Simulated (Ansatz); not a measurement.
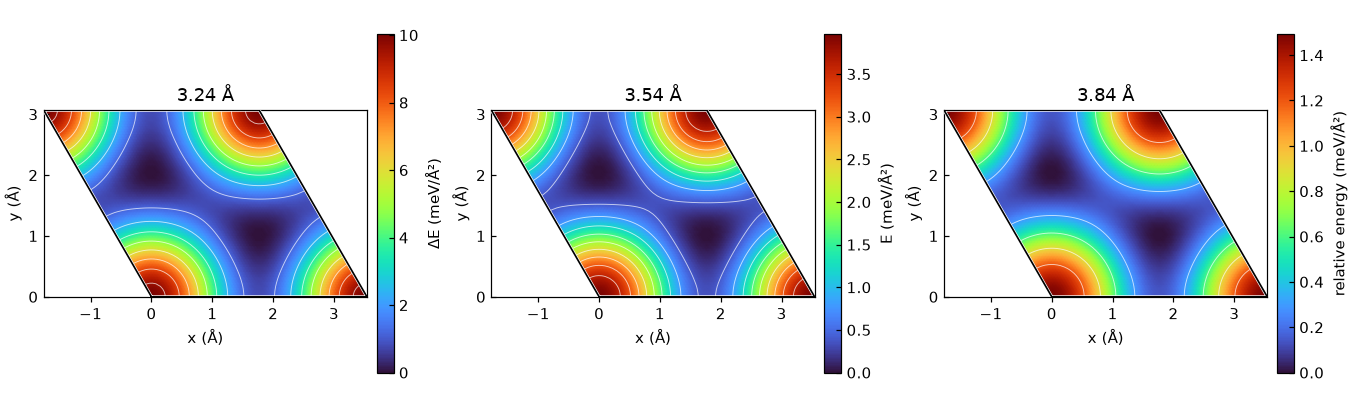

Three maps of one series, each from its own lowest grid point and on its own colour scale; the layer distance changes from map to map. A bilayer of two PtS₂ sheets (1T type), the upper one turned by 180 degrees about the normal (6 atoms in the cell). The upper layer of a bilayer is slid over the lower one; relaxed at each slide: nothing; the origin of the map has S4 above S3. Places are given modulo a cell vector. The map is drawn in real space over the plane of the slide. The scan uses a 6 × 6 grid. Energies: meV/Å², counted from the lowest grid point. At a held distance the lowest stacking need not be the one that binds best once the distance relaxes. All numbers below come from DFT PBE+D3(BJ), scalar-relativistic, plane waves, PAW in Ansatz. Settings: cutoff 420 eV, k-mesh 9×9×1, gaussian smearing 0.05 eV, no spin polarisation.

Drawn: a smooth colour map with a few white contour lines, the outline of one cell of the plane. Between grid points the surface is interpolated.

The span runs from the lowest to the highest grid point; passes are read from the interpolated surfaces.

| layer distance | lowest grid point | span (meV/Å²) | easiest pass (meV/Å²) |
| --- | --- | --- | --- |
| 3.24 Å | S above S of a deeper plane, the Pt behind them above S | 10.0 | 0.8 |
| 3.54 Å | S above S of a deeper plane, the Pt behind them above S | 4.0 | 0.35 |
| 3.84 Å | S above S of a deeper plane, the Pt behind them above S | 1.5 | 0.14 |

**One more map of the series was computed, for the layer distance 3.79 Å. What do you expect for it?**

A straight line of ln(span) against the layer distance through the 3 maps has the slope −3.2 per Å (a decay length of 0.31 Å) and gives 1.76 meV/Å² at 3.79 Å. The computed span is 1.76 meV/Å², below the fit by 0 %. The lowest grid point is S above S of a deeper plane, the Pt behind them above S, as for 3.24 Å, 3.54 Å and 3.84 Å. The easiest pass out of the lowest well is about 0.16 meV/Å².

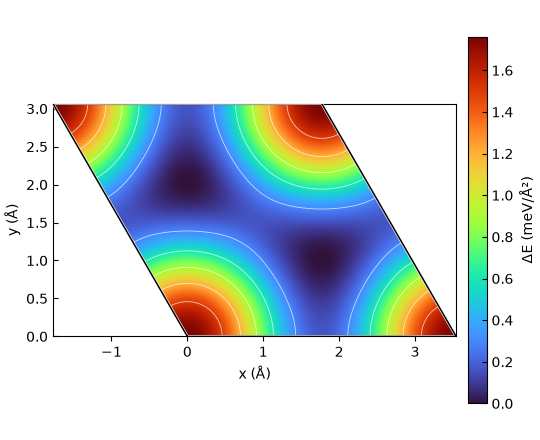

The map for 3.79 Å.

PAW datasets: the set soft_1.
